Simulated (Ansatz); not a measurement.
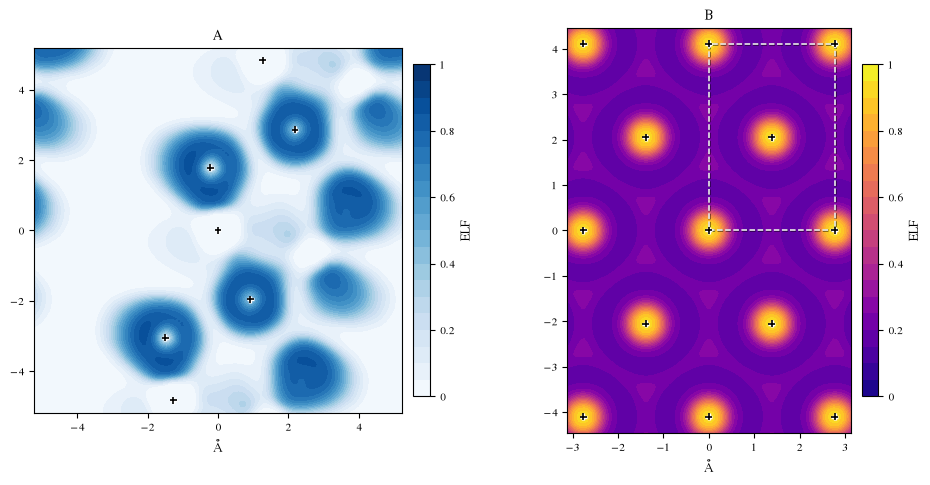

The electron localisation function of 2 systems, each on a plane through atoms (crosses mark nuclei in the plane).

Method: Kohn-Sham DFT of a periodic cell, LDA, Ansatz PAW (Ansatz 0.2.0).

System 1: Al₂O₃, the (111) plane of the conventional cell. Space group P-6m2; a structure from a database of computed crystals, not necessarily the ambient phase; not relaxed (largest force 0.5 eV/Å); computed pressure about −7 GPa in this cell.

```
Al O
1.0
     2.88432    0.00000    0.00000
    -1.44216    2.49790    0.00000
     0.00000    0.00000    9.33675
Al O
2 3
Direct
  0.00000 0.00000 0.85001
  0.00000 0.00000 0.14999
  0.33333 0.66667 0.77768
  0.66667 0.33333 0.00000
  0.33333 0.66667 0.22232
```

System 2: Cu, the (110) plane of the conventional cell. Space group I4/mmm; a structure from a database of computed crystals, not necessarily the ambient phase; computed pressure about −11 GPa in this cell.

```
Cu
1.0
     2.90470    0.00000    0.00000
     0.00000    2.90470    0.00000
     0.00000    0.00000    2.77039
Cu
2
Cartesian
  0.0000 0.0000 0.0000
  1.4523 1.4523 1.3852
```

Q: Which map belongs to which system?

A: Panel A is system 1, Al₂O₃: the plane holds Al and O. Al–O (1.80 Å): the ELF peaks at about 0.85 in the valence shell of O, 0.7 Å from its nucleus, and is about 0.85 at the midpoint. Panel B is system 2, Cu: the plane holds Cu. Cu–Cu (2.48 Å): the ELF is about 0.20 at the midpoint (no localised pair shows between them).
